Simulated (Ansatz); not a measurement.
Run report: WSi₆, single-point calculation (part 1 of 2)

WSi₆ (slab, 7 atoms in the cell), computed with DFT PBEsol, scalar-relativistic, plane waves, PAW, spin-polarised (Ansatz 0.2.0).

The structure derives from a Materials Project entry. It belongs to a series of runs on one base structure; here: W lifted by +3.00 A from its best place. Figures and captions count atoms from 1; the log counts them from 0 in places.

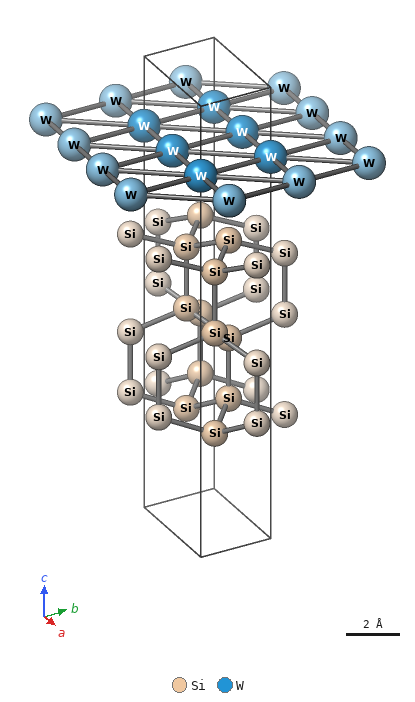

Figure 1. The input geometry (ball-and-stick view of the 2 × 1 repeat of the cell, with the vacuum cut short, seen slightly off an axis; neighbours outside the cell are drawn fainter). An atom can appear more than once, as a periodic image.

## The input
```yaml
crystal:
  lattice:
    - [3.8248883545, 0.0, 0.0]
    - [-1.9124441773, 3.3124504817, 0.0]
    - [0.0, 0.0, 26.1211317213]
  atoms:
    - { symbol: Si, position: [0.6666666667, 0.3333333333, 0.325407034] }
    - { symbol: Si, position: [0.3333333333, 0.6666666667, 0.3559122531] }
    - { symbol: Si, position: [0.3333333333, 0.6666666667, 0.44646421] }
    - { symbol: Si, position: [0.6666666667, 0.3333333333, 0.4756407863] }
    - { symbol: Si, position: [0.6666666667, 0.3333333333, 0.5672640819] }
    - { symbol: Si, position: [0.3333333333, 0.6666666667, 0.592936641] }
    - { symbol: W, position: [1.0, 1.0, 0.7335290673], spin: 4.0 }
basis:
  ecutwfc: 420
kpoints:
  mp_grid: { grid: [9, 9, 1] }
hamiltonian:
  xc: pbesol
scf:
  occupations: { method: gaussian, width: 0.05 }
output:
  forces: true
  stress: true
  eigenvalues: true
  populations: true
  write_density: true
  write_potential: true
  elf: true
  volumetric_format: npy
magnetization:
  spin_polarized: true
efield:
  axis: 3
  dipole_correction: true
  ramp_width: 0.04
```

Launch command:
```bash
ansatz run input.yaml --threads 1 --pin off --max-ram 2560MiB --backend cpu --events-out ev --progress --plain --runs-dir out
```

## The program's output
```
Engine: ansatz 0.2.0, aarch64-unknown-linux-gnu
Pseudopotentials: kind: paw
Pseudopotential: Si, paw, valence charge 4, recommended cutoff 420 eV (normal), Si.paw.azcp
Pseudopotential: W, paw, valence charge 14, recommended cutoff 420 eV (normal), W.paw.azcp
Functional definition: PBEsol
  exchange = pbesol_x
  correlation = pbesol_c
Crystal: 7 atoms, lattice volume = 330.948 Å³
Basis set: ecut = 420 eV, 6459 PW (Γ), exchange–correlation on 54×54×360 points (8 copies of the dense FFT grid, shifted against one another)
Bands: 28, of which v1, the nominal top of the filled ones, is band 19 counted from 1 (18 counted from 0)
Symmetry: 6 space group operations
k-points: 12 of 81 (time reversal used)
Non-local potential: Si, projectors of the file, l = 0: 2, l = 1: 2, l = 2: 2
Non-local potential: W, projectors of the file, l = 0: 3, l = 1: 2, l = 2: 2, l = 3: 1
PAW form: soft (Blöchl's): semilocal exchange-correlation on the pseudo side does not see the compensation charge
PAW frozen core: Si, regenerated for the run's functional, and the local potential with it (the file was generated under x = pbe(κ = 0.804, μ = 0.2195149727645171), c = pbe(β = 0.06672455060314922))
PAW frozen core: W, regenerated for the run's functional, and the local potential with it (the file was generated under x = pbe(κ = 0.804, μ = 0.2195149727645171), c = pbe(β = 0.06672455060314922))
PAW one-centre angular grid: Si, 110 points (default); XC on 64 Gauss nodes
PAW one-centre angular grid: W, 590 points (default); XC on 64 Gauss nodes
Starting moments: Σ|m| = 4 μB on 1 of 7 sites
Initial wavefunctions: pseudopotential atomic-orbital guess
Functional: x = pbesol(κ = 0.804, μ = 0.12345679012345678), c = pbesol(β = 0.046)
SCF iter   1: F=—  HF=-13976.827531 eV  |F-HF|=—  |Δ(HF+E_count)|=         —  Δρ=1.83e-2 (↑1.83e-2 ↓1.44e-2)  dr2=3.28e1  dr2_m=1.13e-1  M=3.401 μB ∫|m|=3.855 μB  β_m=1.00  ethr=3.10e-3  p=0.000 e·Å  D=1.19e-6 V/Å  ΔV_dip=-0.00 eV  dr2_dipole=1.99e1  V_vac-E_F(+/−)=5.90/5.90 eV  ⟨swp⟩=9.8  Hψ=4218  notcnv=0
Mixer restart at iter 1: flushing history
efield: sawtooth ramp at fractional position 0.0095 (placed from the atoms, in the widest stretch of the axis that holds none; the zero of the levels goes with the place), width 0.0400; the density the first Hamiltonian is built on has a dipole p = 0.000 e·Å; the dipole correction subtracts the counter field D = 1.19e-6 V/Å, which shifts the + side's vacuum level by -0.00 eV against the − side's; the planar-averaged density in the ramp window peaks in size at 1.2e-6 e/Å³
preconditioner: auto → LDOS  [metal: Δε(μ)=0.012 eV  Ē_g=6.536 eV  σ=0.050 eV  W_gap=0.13  n_scr=20 (ndim 8)  ℏωp=11.2 eV  f_vac=0.422  D(μ)=7.24/eV (n_scr^D=46)]
spin=Collinear: LDOS preconditioning applied to the charge; magnetization (m = ρ↑ − ρ↓) channel mixes plain (no charge-response kernel on spin).
SCF iter   2: F=—  HF=-13976.067232 eV  |F-HF|=—  |Δ(HF+E_count)|=   7.60e-1  Δρ=1.06e-2 (↑1.03e-2 ↓1.06e-2)  dr2=1.36e1  dr2_m=8.19e-3  M=3.419 μB ∫|m|=3.934 μB  β_m=0.51  ethr=3.10e-3  p=0.009 e·Å  D=5.07e-3 V/Å  ΔV_dip=-0.13 eV  dr2_dipole=7.61e0  V_vac-E_F(+/−)=5.66/5.79 eV  ⟨swp⟩=1.6  Hψ=946  notcnv=0  defer=20
density mixer auto → msr1: a metal under ldos (density of states about μ 1.26 of a free-electron gas's, 20 screened modes)
SCF iter   3: F=—  HF=-13975.540444 eV  |F-HF|=—  |Δ(HF+E_count)|=   5.27e-1  Δρ=8.50e-3 (↑8.50e-3 ↓6.78e-3)  dr2=1.52e0  dr2_m=1.62e-1  M=3.764 μB ∫|m|=4.300 μB  β_m=0.76  ethr=3.10e-3  p=0.030 e·Å  D=1.66e-2 V/Å  ΔV_dip=-0.43 eV  dr2_dipole=8.95e-1  V_vac-E_F(+/−)=4.89/5.32 eV  ⟨swp⟩=3.0  Hψ=1278  notcnv=0  defer=59
SCF iter   4: F=—  HF=-13975.622400 eV  |F-HF|=—  |Δ(HF+E_count)|=   8.20e-2  Δρ=2.31e-3 (↑2.27e-3 ↓2.31e-3)  dr2=4.72e-1  dr2_m=8.54e-3  M=4.154 μB ∫|m|=4.552 μB  β_m=0.78  ethr=3.10e-3  p=0.031 e·Å  D=1.68e-2 V/Å  ΔV_dip=-0.44 eV  dr2_dipole=1.84e-1  V_vac-E_F(+/−)=4.74/5.18 eV  ⟨swp⟩=1.8  Hψ=961  notcnv=0  defer=55
SCF iter   5: F=—  HF=-13975.634095 eV  |F-HF|=—  |Δ(HF+E_count)|=   1.17e-2  Δρ=2.03e-3 (↑2.03e-3 ↓1.61e-3)  dr2=3.51e-1  dr2_m=4.90e-3  M=4.328 μB ∫|m|=4.756 μB  β_m=0.81  ethr=1.24e-3  p=0.025 e·Å  D=1.36e-2 V/Å  ΔV_dip=-0.36 eV  dr2_dipole=1.58e-1  V_vac-E_F(+/−)=4.72/5.07 eV  ⟨swp⟩=1.4  Hψ=682  notcnv=0  defer=60
SCF iter   6: F=—  HF=-13975.647433 eV  |F-HF|=—  |Δ(HF+E_count)|=   1.33e-2  Δρ=1.11e-3 (↑1.11e-3 ↓8.09e-4)  dr2=1.62e-2  dr2_m=2.15e-3  M=4.428 μB ∫|m|=4.973 μB  β_m=0.90  ethr=9.24e-4  p=0.021 e·Å  D=1.14e-2 V/Å  ΔV_dip=-0.30 eV  dr2_dipole=5.26e-3  V_vac-E_F(+/−)=4.65/4.94 eV  ⟨swp⟩=1.7  Hψ=712  notcnv=0  defer=64
SCF iter   7: F=—  HF=-13975.659964 eV  |F-HF|=—  |Δ(HF+E_count)|=         —  Δρ=5.61e-4 (↑3.36e-4 ↓5.61e-4)  dr2=1.16e-2  dr2_m=4.49e-4  M=4.416 μB ∫|m|=5.112 μB  β_m=0.90  ethr=4.27e-5  p=0.024 e·Å  D=1.31e-2 V/Å  ΔV_dip=-0.34 eV  dr2_dipole=8.00e-3  V_vac-E_F(+/−)=4.63/4.97 eV  ⟨swp⟩=2.8  Hψ=1267  notcnv=0  defer=62
SCF iter   8: F=—  HF=-13975.661048 eV  |F-HF|=—  |Δ(HF+E_count)|=   1.08e-3  Δρ=3.50e-4 (↑3.50e-4 ↓2.55e-4)  dr2=1.27e-2  dr2_m=1.31e-4  M=4.407 μB ∫|m|=5.161 μB  β_m=0.86  ethr=3.06e-5  p=0.022 e·Å  D=1.18e-2 V/Å  ΔV_dip=-0.31 eV  dr2_dipole=9.84e-3  V_vac-E_F(+/−)=4.62/4.93 eV  ⟨swp⟩=2.4  Hψ=979  notcnv=0  defer=61
SCF iter   9: F=—  HF=-13975.661228 eV  |F-HF|=—  |Δ(HF+E_count)|=   1.80e-4  Δρ=2.46e-4 (↑2.46e-4 ↓1.66e-4)  dr2=1.11e-2  dr2_m=4.52e-5  M=4.404 μB ∫|m|=5.173 μB  β_m=0.76  ethr=3.06e-5  p=0.020 e·Å  D=1.09e-2 V/Å  ΔV_dip=-0.28 eV  dr2_dipole=7.79e-3  V_vac-E_F(+/−)=4.63/4.91 eV  ⟨swp⟩=1.0  Hψ=680  notcnv=0  defer=61
SCF iter  10: F=—  HF=-13975.661033 eV  |F-HF|=—  |Δ(HF+E_count)|=   1.95e-4  Δρ=1.01e-4 (↑1.01e-4 ↓1.01e-4)  dr2=3.27e-3  dr2_m=7.18e-6  M=4.402 μB ∫|m|=5.173 μB  β_m=0.86  ethr=2.91e-5  p=0.018 e·Å  D=1.01e-2 V/Å  ΔV_dip=-0.26 eV  dr2_dipole=2.43e-3  V_vac-E_F(+/−)=4.63/4.89 eV  ⟨swp⟩=1.0  Hψ=672  notcnv=0  defer=61
SCF iter  11: F=—  HF=-13975.660976 eV  |F-HF|=—  |Δ(HF+E_count)|=   5.77e-5  Δρ=5.82e-5 (↑5.30e-5 ↓5.82e-5)  dr2=2.60e-4  dr2_m=4.64e-6  M=4.401 μB ∫|m|=5.171 μB  β_m=0.71  ethr=8.60e-6  p=0.016 e·Å  D=8.89e-3 V/Å  ΔV_dip=-0.23 eV  dr2_dipole=4.50e-5  V_vac-E_F(+/−)=4.63/4.86 eV  ⟨swp⟩=1.0  Hψ=672  notcnv=0  defer=61
SCF iter  12: F=—  HF=-13975.660953 eV  |F-HF|=—  |Δ(HF+E_count)|=   2.26e-5  Δρ=3.99e-5 (↑3.01e-5 ↓3.99e-5)  dr2=5.08e-5  dr2_m=3.05e-6  M=4.400 μB ∫|m|=5.169 μB  β_m=0.73  ethr=6.84e-7  p=0.017 e·Å  D=9.20e-3 V/Å  ΔV_dip=-0.24 eV  dr2_dipole=3.59e-5  V_vac-E_F(+/−)=4.63/4.87 eV  ⟨swp⟩=2.0  Hψ=958  notcnv=0  defer=61
SCF iter  13: F=—  HF=-13975.660955 eV  |F-HF|=—  |Δ(HF+E_count)|=   2.04e-6  Δρ=1.08e-5 (↑1.08e-5 ↓9.87e-6)  dr2=1.69e-6  dr2_m=2.41e-7  M=4.400 μB ∫|m|=5.172 μB  β_m=0.68  ethr=1.34e-7  p=0.016 e·Å  D=8.94e-3 V/Å  ΔV_dip=-0.23 eV  dr2_dipole=5.85e-8  V_vac-E_F(+/−)=4.63/4.86 eV  ⟨swp⟩=2.0  Hψ=956  notcnv=0  defer=61
SCF iter  14: F=—  HF=-13975.660955 eV  |F-HF|=—  |Δ(HF+E_count)|=   1.94e-7  Δρ=3.99e-6 (↑3.99e-6 ↓3.47e-6)  dr2=9.77e-8  dr2_m=3.69e-8  M=4.400 μB ∫|m|=5.171 μB  β_m=0.76  ethr=4.44e-9  p=0.016 e·Å  D=8.97e-3 V/Å  ΔV_dip=-0.23 eV  dr2_dipole=3.02e-8  V_vac-E_F(+/−)=4.63/4.86 eV  ⟨swp⟩=2.0  Hψ=1001  notcnv=0  defer=61
SCF iter  15: F=-13975.660955 eV  HF=-13975.660955 eV  |F-HF|=3.73e-8  |Δ(HF+E_count)|=   7.73e-8  Δρ=1.33e-6 (↑1.33e-6 ↓7.54e-7)  dr2=3.29e-8  dr2_m=1.94e-9  M=4.400 μB ∫|m|=5.171 μB  ethr=2.57e-10  p=0.016 e·Å  D=8.97e-3 V/Å  ΔV_dip=-0.23 eV  dr2_dipole=1.46e-8  V_vac-E_F(+/−)=4.63/4.87 eV  ⟨swp⟩=19.2  Hψ=5770  notcnv=0
SCF 1 converged in 15 iterations: F = -13975.660955 eV  dr2 = 3.29e-8
  greatest PAW one-centre occupation: 1.000 electrons in one spin orbital (limit 2), on the W atom at site 6 (counted from 0), in its partial waves of l = 0
```

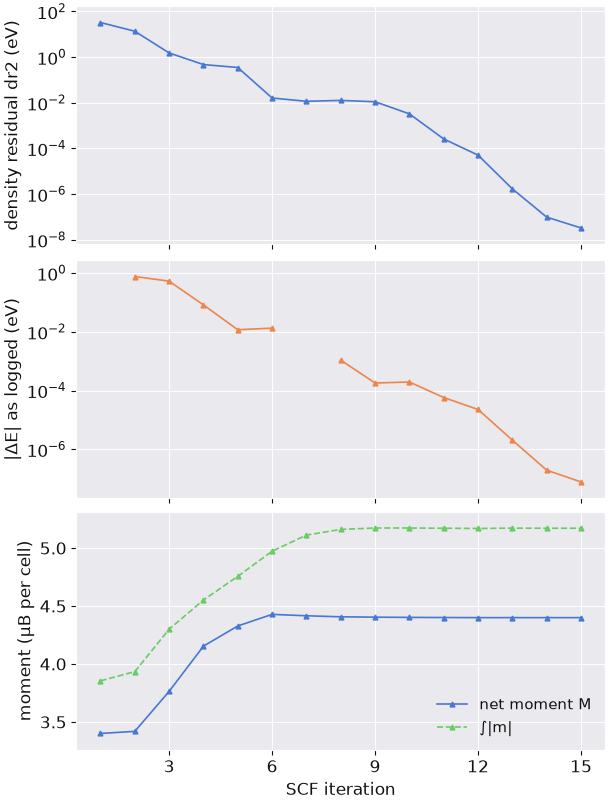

Figure 2. Convergence of the self-consistent field: density residual dr2, size of the energy change and magnetic moment against the SCF iteration. The residual falls almost steadily, with no more than small rises. The net moment goes from 3.4 to 4.4 μB per cell.

```
WARN: The output density's exchange-correlation potential varies sharply where the density is thin. Do not read a vacuum level from v_tot or v_xc, or from such a field of the output density. On a cell that repeats whose density bears no net charge and no dipole along the vacuum's axis use v_es (v_loc + v_h of the components); under efield.dipole_correction with no amplitude use v_es + v_field, which holds any external_charges[].barrier, or the levels of the report's work_function block, which leave it out; under a non-zero efield.amplitude the vacuum is tilted and has no level; on a cell that repeats and bears such a dipole with no correction it is tilted too, and efield.dipole_correction with no amplitude gives each side of its ramp a level where efield: is served; in a cell that repeats whose density bears a net charge (total_charge, or a fill off its count) it is curved and has none; of a slab under crystal.periodic whose density bears no net charge use v_es, which has a level on each side, short of where the two are joined; of another it falls or rises all the way out and has none; of a slab beside external_charges read slab_vacuum_level instead, which it has where they leave it neutral. The grid or the basis barely resolves most such structure, and the values can differ between equally converged runs; as a rule a tighter scf.convergence.dr2_threshold does not remove it. Where the density itself ripples (under the LDA too) a higher basis.ecutwfc lessens it. The files hold the spikes' plane waves up to the density's cutoff. Files: v_tot_of_output_density and the like, and their columns of v_z.tsv (output.write_potential); v_xc_of_output_density and the like, and their columns of v_comp_z.tsv (output.write_potential_components). Measured: with its Gaussian average of σ = 0.25 Å subtracted twice, the exchange-correlation potential is over 0.1 eV at 1140 of the grid points where the equally averaged density (valence and model cores) is under 1e-3 e/Å³, and 1.88 eV at the most among them, at an averaged density of 1.5e-8 e/Å³. The input density's (outcome.potential() and, of a run that writes arrays, v_tot and v_xc) is over 0.1 eV, so measured, at 29 points of its own thin density, 0.578 eV at the most. See output.write_potential in the manual, Limitations
SCF converged after 15 iterations
Magnetization: 4.4003 μB (21.2001 up, 16.7999 down)
Absolute magnetization: 5.1758 μB (∫|ρ↑−ρ↓|, with the PAW one-centre terms)
Spin contamination: 0.2909 ħ² per cell (⟨S²⟩ above its minimum at these occupations)
Per-site moments (μB) at R_I (Å): [(0.16362789087838375, 0.9684117030006766), (0.021468726548771452, 0.9684117030006766), (0.029297467700846923, 0.9636467156920722), (-0.01554252503284253, 0.9636467156920722), (-0.001206032285747612, 0.9519986776602718), (-0.10892389792648643, 0.9519986776602718), (3.6473686874206463, 1.5777664462464303)]
Free energy (F): -13975.660955 eV
Harris-Foulkes:  -13975.660955 eV  (|F-HF|=3.73e-8)
```
